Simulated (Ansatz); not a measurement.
# C$_{2}$H$_{4}$O$_{2}$ (charge +1): single-point calculation

C$_{2}$H$_{4}$O$_{2}$, charge +1, multiplicity 2, computed with wB97X/6-311+G**, UKS (Ansatz 0.2.0).

The geometry is that of the parent species in another charge or spin state. The geometry comes from this level: PBE0-D4/def2-TZVP.

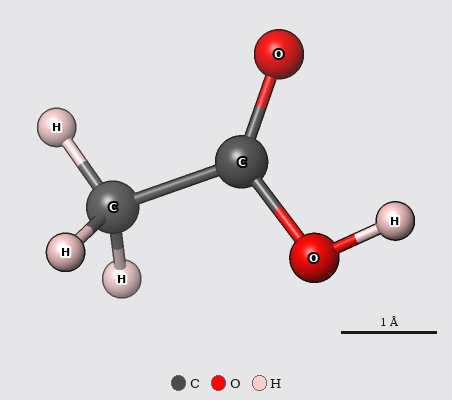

The structure as given in the input (ball-and-stick view, seen at a tilt).

**Input**
```yaml
crystal:
  periodic: [false, false, false]
  atoms:
    - {symbol: C, position_ang: [-0.014500, 0.930100, -0.238800]}
    - {symbol: C, position_ang: [0.292500, -0.474400, 0.172400]}
    - {symbol: O, position_ang: [1.373300, -0.900900, 0.472400]}
    - {symbol: O, position_ang: [-0.812400, -1.243900, 0.171800]}
    - {symbol: H, position_ang: [-0.453400, 0.934500, -1.238300]}
    - {symbol: H, position_ang: [-0.751800, 1.361000, 0.441100]}
    - {symbol: H, position_ang: [0.897000, 1.521400, -0.227000]}
    - {symbol: H, position_ang: [-0.530700, -2.127900, 0.446200]}
basis:
  gaussian:
    orbitals: 6-311+G_st__st_.json
magnetization:
  spin_polarized: true
  initial_magnetization: 1
output: {orbitals: {seedname: orbitals}}
hamiltonian:
  xc: {name: wB97X}
total_charge: 1
accuracy: high
```

Run on 1 thread of Arm Neoverse V2, 24 GiB of memory available, shared host.

Launched with:
```bash
ansatz run job.yaml --threads 1 --pin off --max-ram 3480MiB --events-out events.jsonl --progress --plain --runs-dir runs
```

**Log**
```
Functional definition: wB97X
  name "wB97X"
  parameter omega = 0.3/bohr
  parameter cx = 0.157706
  parameter cx1 = 0.726479
  parameter cx2 = 1.04760
  parameter cx3 = -5.70635
  parameter cx4 = 13.2794
  parameter css1 = -4.33879
  parameter css2 = 18.2308
  parameter css3 = -31.7430
  parameter css4 = 17.2901
  parameter cos1 = 2.37031
  parameter cos2 = -11.3995
  parameter cos3 = 6.58405
  parameter cos4 = -3.78132
  exchange = spin_sum(e_x_unif_sr(omega)*poly(b97_u_x, 1 - cx, cx1, cx2, cx3, cx4)) + cx*exact_x_sr(omega)
      + exact_x_lr(omega)
  correlation = spin_sum(e_c_pw_same_spin*poly(b97_u_same, 1, css1, css2, css3, css4))
      + integral(e_c_pw_opposite_spin*poly(b97_u_opposite, 1, cos1, cos2, cos3, cos4))
2184 factors; integrals over basis functions are off by at most 3.7e-9 eV
392 factors; integrals over basis functions are off by at most 2.3e-9 eV
mean field evaluation 1: about -6216.3116 eV, gradient 4.5e1 eV
mean field evaluation 2: about -6218.1121 eV, gradient 4.1e1 eV
mean field evaluation 4: about -6223.1266 eV, gradient 1.9e0 eV
mean field evaluation 8: about -6223.2988 eV, gradient 1.7e-1 eV
mean field evaluation 16: about -6223.2997 eV, gradient 2.1e-3 eV
mean field evaluation 32: about -6223.2997 eV, gradient 2.5e-6 eV
mean field -6223.29968291 eV, -228.7020450428 hartree, gradient 7.7e-8 eV, S^2 0.756443; 2 other end points of the search recorded, 0 dependent functions left out
reference -6223.29967719 eV, -228.7020448328 hartree; 16, 15 occupied and 96, 97 virtual orbitals, 2184 factors
Total energy: -6223.29967719 eV, -228.7020448328 hartree
```

**Summary**

```json
{"quantity": "outcome", "value": "converged"}
{"quantity": "total energy", "value": "−228.702045 hartree"}
{"quantity": "basis functions", "value": "112"}
{"quantity": "⟨S²⟩", "value": "0.756"}
{"quantity": "SCF solution under orbital rotations", "value": "stable"}
{"quantity": "HOMO (either spin)", "value": "−20.01 eV"}
{"quantity": "LUMO (either spin)", "value": "−10.99 eV"}
{"quantity": "wall time", "value": "62 s"}
{"quantity": "peak memory", "value": "0.85 GiB"}
```
